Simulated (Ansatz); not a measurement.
**Zr₁₆O₃₃: molecular dynamics (part 4 of 4)**

Continued. System: Zr₁₆O₃₃ (defect cell, 49 atoms in the cell). Method: DFT PBEsol, scalar-relativistic, plane waves, PAW, PAW set soft_1, spin-polarised (Ansatz 0.2.0); cutoff 420 eV, 1×1×1 k-mesh, Fermi–Dirac smearing of 0.05 eV, collinear spins. The structure derives from an entry of the Crystallography Open Database. It belongs to a series of runs on one base structure; here: dynamics from the start.

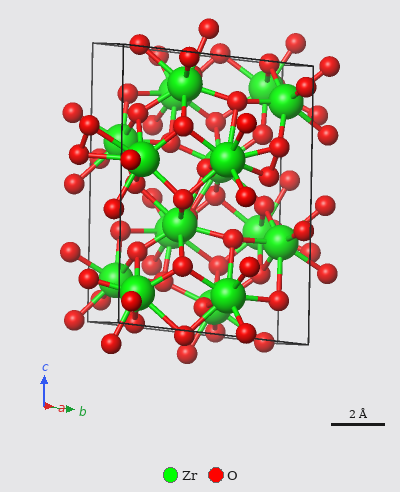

**Figure 1.** The geometry at step 300 of the log (ball-and-stick view of the cell of the calculation, seen at an oblique angle; bonded neighbours outside the cell are drawn too).

Trajectory as extended XYZ, continued:
```
49
Lattice="-5.1477 -5.2096 0.0000 5.1477 -5.2096 0.0000 -1.7027 0.0000 10.4956" Properties=species:S:1:pos:R:3:forces:R:3 step=262 time_fs=262.0 energy=-84644.27267 temperature=797.9
Zr    1.1019   -4.9911    1.1508    0.5595  -0.8716   0.2836
Zr   -1.6251   -7.5880    1.3939    0.6540  -0.0307   2.4516
Zr   -2.1276   -5.4491    4.1556    1.7261   2.5904  -0.9549
Zr    0.8357   -2.8111    3.6462   -0.5706  -0.4135   2.8358
O     0.0157   -3.4112    1.7643    1.0633  -0.2298  -0.9140
O    -0.6689   -5.9689    0.7776    1.7139   0.5817   0.1267
O    -0.7002   -6.7832    3.3469   -1.5752  -0.7690   0.1937
O    -0.3607   -4.3187    4.3006    0.2490  -0.5981   1.0186
O    -3.0725   -6.2324    2.4894   -0.2688  -2.6178  -0.4726
O     2.7286   -3.9789    0.1189    0.7605   1.2659   0.4163
O     2.4158   -3.7932    2.9239    0.9611  -0.4104  -2.0129
O    -3.6124   -6.5262    5.1553   -0.3339  -0.6694  -1.2979
Zr    0.3694   -4.9873    6.4549    0.0013  -1.1929  -2.3078
Zr   -2.5416   -7.5402    6.7264    0.7773  -0.5349   0.0727
Zr   -2.9211   -5.5239    9.2724    0.2811   0.0985  -0.4496
Zr   -0.0766   -2.8909    9.0529    0.4519   0.5201  -0.4090
O    -0.7981   -3.4862    7.1865   -0.4472   0.7321  -0.5049
O    -1.4437   -5.9179    6.1708    0.4131  -0.2864   0.0575
O    -1.7347   -7.0867    8.6299   -0.1759   0.0302   1.1291
O    -1.1118   -4.5427    9.6151   -0.7258   0.2479  -0.0704
O    -4.1045   -6.6337    7.6466   -0.2234   0.8461   0.8237
O     1.8685   -3.8079    5.5000    0.3702  -0.4816  -0.9721
O     1.4973   -4.0219    7.8920    0.2422   0.0947   2.4070
O    -4.4610   -6.4879   10.3368   -0.7347  -1.6308  -0.5681
Zr   -3.9383   -5.0098    1.0616    2.2768   2.3532   2.1547
Zr   -1.6184   -2.2028    1.5715   -2.9911  -2.8713   1.0276
Zr    3.0987   -5.4364    4.2106   -2.9562  -0.4713  -1.6196
Zr    0.8343   -7.9733    3.7504    0.7968  -0.1190  -0.5529
O     0.2826   -8.4270    1.6422   -2.2802   0.0052  -1.0823
O    -0.4384   -0.7584    1.2437   -0.7543   0.8173  -1.4668
O    -0.8920   -1.8777    3.6404   -1.6482   1.2174  -0.9570
O    -0.3389   -9.8044    4.1659    2.2365   2.4639   0.6231
O     1.9310   -6.3109    2.6577    0.4102  -0.2973  -1.3714
O    -2.3748   -3.8036    0.2289    0.8172  -0.5322  -1.0968
O    -2.8908   -3.8204    2.7006    1.0632  -0.4208   1.0794
O     1.4038   -6.4939    5.1960    0.6404  -0.4331   0.5554
Zr   -4.7271   -4.9495    6.1394    2.0169  -1.6768   0.9514
Zr   -2.3583   -2.2570    6.8918   -2.8400  -2.2682  -1.0300
Zr    2.1765   -5.3598    9.2906   -1.4717  -1.1811   1.5713
Zr    0.0747   -8.2459    9.1268   -0.0889   2.3688  -1.2404
O    -0.8926   -9.1797    7.3723   -1.4543   0.8795   0.0553
O    -1.3632   -0.8503    6.0019    0.7452   0.0920   1.6122
O    -1.7918   -1.7900    8.9353    0.4816  -0.6229  -0.6463
O    -1.1363   -9.8116    9.5608   -0.5407   0.2741   1.1171
O     1.1144   -6.6305    7.8957    0.9188   2.1685  -0.6602
O    -3.0961   -3.9446    5.3675   -0.2376   1.3635  -0.1433
O    -3.6763   -4.0129    7.9782    1.5303  -1.1418   1.5429
O     0.7076   -6.5714   10.4084    0.1460   0.7573   0.5168
O    -0.0993   -8.2316    6.6024   -1.9857   1.0044  -1.8220
49
Lattice="-5.1477 -5.2096 0.0000 5.1477 -5.2096 0.0000 -1.7027 0.0000 10.4956" Properties=species:S:1:pos:R:3:forces:R:3 step=300 time_fs=300.0 energy=-84645.42065 temperature=982.7
Zr    1.1026   -5.0098    1.0679    0.9916   1.7782   0.3059
Zr   -1.6675   -7.6358    1.5036   -0.1859   0.0688  -0.0223
Zr   -2.0330   -5.2711    3.9862    0.3826  -3.1081   3.4975
Zr    0.8363   -2.8480    3.7563   -0.0634   1.8721  -1.5976
O     0.1747   -3.1919    1.8038   -0.0125  -2.0320  -0.6840
O    -0.6708   -5.8341    0.9843   -0.1192  -0.9464   0.3531
O    -1.0043   -7.0767    3.6708    0.8707   0.3973  -1.1705
O    -0.2931   -4.3238    4.3322   -1.6892  -1.7705   0.0388
O    -3.2776   -6.5334    2.4052    1.3253   0.7210   0.4237
O     2.9305   -3.8635    0.1508   -1.0576  -0.8658  -0.6222
O     2.5274   -3.9686    2.6604   -1.1548   0.6575   0.6325
O    -3.6382   -6.4647    4.9350    0.1030  -0.4750   1.0377
Zr    0.3671   -5.0991    6.4301   -0.7958   1.2638  -0.8626
Zr   -2.5744   -7.5528    6.6179   -0.0763  -0.7632   0.7346
Zr   -3.0095   -5.4766    9.2930    0.8825   0.0834   1.1413
Zr    0.0517   -2.8696    8.9653   -1.2480   0.0568   0.9817
O    -0.8966   -3.5602    7.0559    2.1513  -0.4249  -0.3639
O    -1.5780   -5.9054    6.2156    0.9393   1.5238  -0.1202
O    -1.8246   -7.1426    8.8647   -0.7012   1.9545   0.2398
O    -1.1864   -4.4288    9.6856    0.0819  -0.4503  -0.5789
O    -4.1449   -6.4599    7.6783    0.6595  -0.1144   0.1387
O     1.8032   -3.9602    5.2769    1.3550   1.4537   1.3248
O     1.5481   -3.7795    8.0495    0.1142  -1.3653  -1.1594
O    -4.4923   -6.6266   10.3062    0.7579   0.7436   0.1566
Zr   -3.8039   -4.9455    1.2180   -0.7744  -2.0478  -2.4651
Zr   -1.7259   -2.3705    1.6443    2.3537   0.8239  -2.0553
Zr    3.0540   -5.3323    4.0884    1.9784  -0.5993   1.4450
Zr    0.9098   -7.9234    3.7541   -1.9015  -0.7724   1.3288
O     0.1258   -8.7067    1.5396   -0.4864   2.3287   1.7309
O    -0.4657   -0.8348    0.8570   -0.2284  -0.0067   0.3579
O    -1.0466   -1.8149    3.5347    0.5546  -0.0422   0.5189
O    -0.1215   -9.6904    4.2726   -0.3719   0.1929  -1.1446
O     1.9412   -6.3798    2.5042   -0.9918  -0.7552   0.0542
O    -2.3032   -3.8835    0.0932    0.4078  -0.0478   1.0339
O    -2.6755   -3.9048    2.7904   -1.1900   1.2463  -1.6793
O     1.5553   -6.4794    5.0799   -0.4677  -0.1611   0.4029
Zr   -4.5901   -5.0296    6.2656   -1.8706   1.1263  -1.2648
Zr   -2.4482   -2.4069    6.8814   -0.0414   1.7976  -1.6066
Zr    2.2154   -5.4707    9.5441    1.5046   0.5831  -0.6366
Zr   -0.0499   -8.1140    9.0713    0.1420   0.5658   0.3381
O    -1.1158   -8.8283    7.3090    1.3691  -1.4730   0.3872
O    -1.2746   -0.6299    6.1732   -0.5014  -1.3313  -0.5747
O    -1.7705   -1.9585    8.7242   -0.3613   1.4644   1.3054
O    -1.0043   -9.6788    9.6864   -1.6905  -1.0878  -0.5045
O     1.2570   -6.2517    7.7558   -0.6567  -1.4562   0.8387
O    -3.0833   -3.7455    5.3395   -0.1111  -0.5969  -0.6442
O    -3.6160   -3.8869    7.9965   -0.7925  -0.2772  -0.5928
O     0.6610   -6.6194   10.4517   -0.3106   0.6401  -0.3319
O    -0.5755   -8.1077    6.1769    0.9269  -0.3725  -0.0666
```
